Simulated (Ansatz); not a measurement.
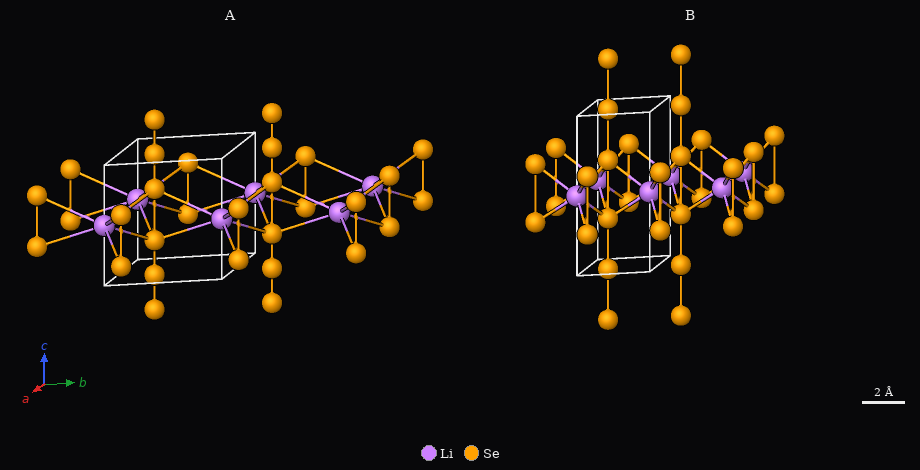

Two geometries of solid LiSe3 (a generated structure, set up in P-6m2) (coarse preliminary run), drawn at one scale. One is the start of a relaxation, the other its converged end. The picture is a ball-and-stick view of the cell of the calculation, repeated 1 × 2 × 1 with one cell outlined, seen slightly off an axis.

The calculation used DFT PBE, scalar-relativistic, plane waves, PAW in Ansatz. (plane-wave cutoff 420 eV; k-point mesh 3 × 3 × 4; occupations gaussian; smearing width 0.1 eV; no spin polarisation; cell and atoms relaxed; force threshold 0.04 eV/Å; at most 70 steps)

Which one is relaxed?

Structure B is the relaxed one. The largest moves relative to the cell, 0.24 Å, are those of Se atoms. Li stays in place. The volume changes by −49.2 %, with a = b 5.838 → 3.616 Å (−38.1 %), c 5.966 → 7.899 Å (+32.4 %). Some distances before and after: Li–Se 3.602 → 2.537 Å, Se–Se 1.713 → 2.509 Å, Se–Se 2.541 → 2.882 Å. The space group stays P-6m2 (No. 187). Over 14 accepted moves (18 points after the start) the energy falls by 3905 meV per atom. The largest force component goes from 28 to 0.0064 eV/Å. Pressure: 32.54 GPa at the start and 0.10 GPa at the end. The line search rejected the trial steps at points 12, 14 of the run. At 2 points the geometry stayed and the basis and grid were re-selected for the new cell (energy shift of 11.4 meV per atom at most each time). Cost: 74 s on 1 thread of AMD EPYC 7B13 (Zen 3), with other jobs on the host, peak memory 0.44 GiB.
